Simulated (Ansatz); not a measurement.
## Si: a changed input and its effect

System: Si (P6/mmm, 1 atom in the cell).
Method of run 1: Kohn-Sham DFT of a periodic cell, PBEsol, all-electron LAPW, scalar-relativistic, no spin polarisation (Ansatz 0.2.0).

The structure derives from a Materials Project entry. Text and figures count atoms from 1; the logs count them from 0 in places.

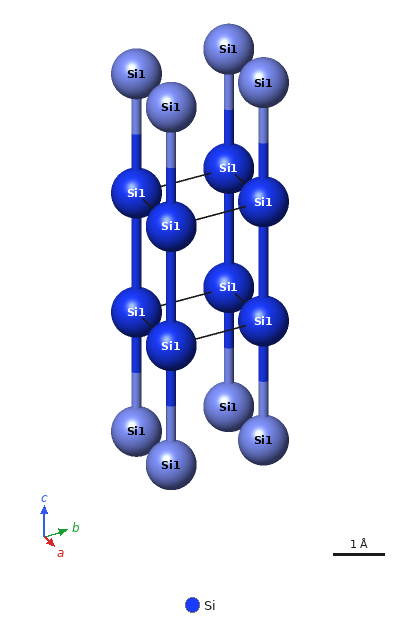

**Figure 1.** The input geometry (ball-and-stick view of the cell of the calculation, seen slightly off an axis; neighbours outside the cell are drawn fainter; atoms are numbered from 1 in the order of the input).

**Input file, run 1**
```yaml
crystal:
  lattice:
    - [2.6205428149, 0.0, 0.0]
    - [-1.3102714075, 2.2694566494, 0.0]
    - [0.0, 0.0, 2.46635439]
  atoms:
    - { symbol: Si, position: [0.0, 0.0, 0.0] }
kpoints:
  mp_grid: { grid: [12, 12, 11] }
scf:
  occupations: { method: gaussian, width: 0.05 }
hamiltonian:
  xc: pbesol
  pseudopotentials: { kind: all_electron, lapw: { basis_error: 0.001 } }
output:
  forces: true
  stress: true
  eigenvalues: true
```

Launched with:
```bash
ansatz run input.yaml --threads 1 --pin off --max-ram 3072MiB --backend cpu --events-out ev --progress --plain --runs-dir out
```

Hardware: 1 thread of Intel Xeon @ 2.70GHz, 189 GiB of memory available, shared host.

**Output, shortened to warnings, some set-up lines, iterations and results (run 1)**
```
Basis set: ecut = 188.98913085344253 eV, 83 PW (Γ), exchange–correlation at level 2
Symmetry: 24 space group operations
k-points: 114 of 1584
Initial density: superposition of atomic densities (chi_scale 0.1, normalization cell)
[...]
SCF iter   1: F=—  HF=-7877.782025 eV  |F-HF|=—  |Δ(HF+E_count)|=         —  Δρ=2.02e-2  dr2=3.11e-2  ethr=2.60e-4  ⟨swp⟩=3.0  Hψ=8573  notcnv=0
SCF iter   2: F=—  HF=-7877.772199 eV  |F-HF|=—  |Δ(HF+E_count)|=   9.83e-3  Δρ=9.79e-3  dr2=7.45e-3  ethr=2.59e-4  ⟨swp⟩=2.0  Hψ=3152  notcnv=0
SCF iter   3: F=—  HF=-7877.770217 eV  |F-HF|=—  |Δ(HF+E_count)|=   1.98e-3  Δρ=4.44e-4  dr2=1.91e-5  ethr=1.59e-7  ⟨swp⟩=2.2  Hψ=5486  notcnv=0
SCF iter   4: F=—  HF=-7877.770223 eV  |F-HF|=—  |Δ(HF+E_count)|=         —  Δρ=3.76e-5  dr2=1.92e-7  ethr=1.59e-7  ⟨swp⟩=2.0  Hψ=3036  notcnv=0
SCF iter   5: F=-7877.770223 eV  HF=-7877.770223 eV  |F-HF|=3.85e-9  |Δ(HF+E_count)|=   1.29e-7  Δρ=4.27e-6  dr2=1.74e-9  ethr=1.60e-9  ⟨swp⟩=2.1  Hψ=3051  notcnv=0
SCF 1 converged in 5 iterations: F = -7877.770223 eV  dr2 = 1.74e-9
SCF converged after 5 iterations
Free energy (F): -7877.770223 eV
Harris-Foulkes:  -7877.770223 eV  (|F-HF|=3.85e-9)
Internal energy: -7877.769711 eV  (E = F + TS)
E sigma→0 (E₀):  -7877.769967 eV
Entropy (-TS):   -0.000512 eV (-0.512 meV/atom)
Fermi energy:    11.835548 eV
--- Per-component energies (eV) ---
  E_band       = -689.648386
  E_kinetic    = 7898.052434
  E_xc         = -553.963639
  E_electrostatic = -15221.858506  (all electrons and nuclei)
  E_smearing   = -0.000512  (= −TS)
  E_closure    = 0.000000  (closes the sum)
  E_atoms      = -7872.210872  (free atoms, spherical and without spin; not in F)
  Σ components = -7877.770223   (vs F -7877.770223, Δ=0.00e0)
  Basis errors (estimates in eV, not in F): energy 4.4e-4 per atom: plane waves 3.9e-4 (2.1e-4 summed), levels above the bands 0.0e0, relativity 2.9e-9, radial functions 4.2e-5, core shells 7.3e-12; eigenvalues (radial functions only) 7.3e-6; not estimated: angular momenta, meshes, grids; target …
--- Forces (eV/Å), atoms counted from 1 ---
  atom   1  Si    -0.00000000     0.00000000     0.00000000
  max |Σ_I F_I| component: 6.57e-32 eV/Å
--- Stress (GPa, compression-positive) ---
       -1.225643       0.000000       0.000000
       -0.000000      -1.225643       0.000000
        0.000000       0.000000       4.054936
  P = ⅓ Tr σ = 0.5346 GPa (5.346 kbar)
```

The input of run 2 differs as follows (lines with − go, lines with + come):
```diff
-  xc: pbesol
+  xc: revpbe
+  dispersion: d4
```

What does this change do to the results?

The total energies belong to different models, so their difference says nothing on which is more stable or more accurate. The pressure goes from 0.53 to −3.91 GPa. The functional changes from PBEsol to revPBE. The number of SCF iterations is the same.

**Output, shortened to warnings, some set-up lines, iterations and results (run 2)**
```
Basis set: ecut = 188.46026802378026 eV, 83 PW (Γ), exchange–correlation at level 2
Symmetry: 24 space group operations
k-points: 114 of 1584
Initial density: superposition of atomic densities (chi_scale 0.1, normalization cell)
[...]
SCF iter   1: F=—  HF=-7894.963646 eV  |F-HF|=—  |Δ(HF+E_count)|=         —  Δρ=2.01e-2  dr2=3.07e-2  ethr=2.57e-4  ⟨swp⟩=3.0  Hψ=8585  notcnv=0
SCF iter   2: F=—  HF=-7894.961219 eV  |F-HF|=—  |Δ(HF+E_count)|=   2.43e-3  Δρ=1.01e-2  dr2=7.83e-3  ethr=2.56e-4  ⟨swp⟩=2.0  Hψ=3248  notcnv=0
SCF iter   3: F=—  HF=-7894.961535 eV  |F-HF|=—  |Δ(HF+E_count)|=   3.17e-4  Δρ=4.97e-4  dr2=2.64e-5  ethr=2.19e-7  ⟨swp⟩=2.3  Hψ=5549  notcnv=0
SCF iter   4: F=—  HF=-7894.961557 eV  |F-HF|=—  |Δ(HF+E_count)|=         —  Δρ=5.48e-5  dr2=4.22e-7  ethr=2.19e-7  ⟨swp⟩=2.0  Hψ=3024  notcnv=0
SCF iter   5: F=-7894.961558 eV  HF=-7894.961558 eV  |F-HF|=3.96e-8  |Δ(HF+E_count)|=   5.32e-7  Δρ=6.65e-6  dr2=4.18e-9  ethr=3.51e-9  ⟨swp⟩=2.0  Hψ=3027  notcnv=0
SCF 1 converged in 5 iterations: F = -7894.961558 eV  dr2 = 4.18e-9
SCF converged after 5 iterations
Free energy (F): -7894.961558 eV
Harris-Foulkes:  -7894.961558 eV  (|F-HF|=3.96e-8)
Internal energy: -7894.961059 eV  (E = F + TS)
E sigma→0 (E₀):  -7894.961308 eV
Entropy (-TS):   -0.000499 eV (-0.499 meV/atom)
Fermi energy:    11.963812 eV
--- Per-component energies (eV) ---
  E_band       = -690.709052
  E_kinetic    = 7917.191201
  E_xc         = -571.006098
  E_electrostatic = -15240.347109  (all electrons and nuclei)
  E_disp       = -0.799052  (pairwise vdW)
  E_smearing   = -0.000499  (= −TS)
  E_closure    = 0.000000  (closes the sum)
  E_atoms      = -7889.340458  (free atoms, spherical and without spin; not in F)
  Σ components = -7894.961558   (vs F -7894.961558, Δ=0.00e0)
  Basis errors (estimates in eV, not in F): energy 4.3e-4 per atom: plane waves 4.0e-4 (2.2e-4 summed), levels above the bands 0.0e0, relativity 1.0e-8, radial functions 2.6e-5, core shells 1.7e-12; eigenvalues (radial functions only) 7.5e-6; not estimated: angular momenta, meshes, grids; target …
--- Forces (eV/Å), atoms counted from 1 ---
  atom   1  Si    -0.00000000     0.00000000     0.00000000
  max |Σ_I F_I| component: 9.86e-32 eV/Å
--- Stress (GPa, compression-positive) ---
       -5.654271       0.000000       0.000000
        0.000000      -5.654271       0.000000
        0.000000       0.000000      -0.414977
  P = ⅓ Tr σ = -3.9078 GPa (-39.078 kbar)
```

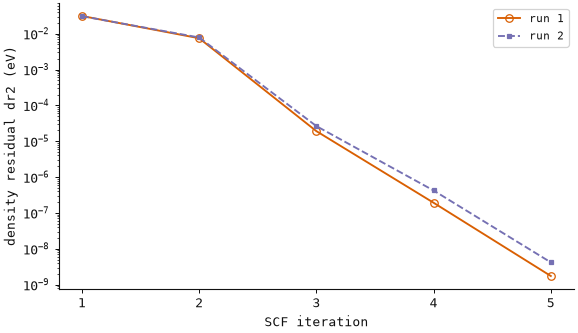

**Figure 2.** Convergence of the two runs: density residual dr2 against the SCF iteration. Run 1 takes 5 iterations in all, and run 2 takes 5.

**The two runs side by side**

```csv
quantity,run 1,run 2
outcome,converged,converged
free energy per atom (eV),−7877.7702,−7894.9616
"energy per atom, smearing taken to zero (eV)",−7877.7700,−7894.9613
gap on the mesh (eV),0.00,0.00
pressure (GPa),0.53,−3.91
largest force (eV/Å),0.000,0.000
SCF iterations,5,5
irreducible k-points,114,114
plane waves at Γ,83,83
wall time (shared host),4.3 s,4.1 s
```
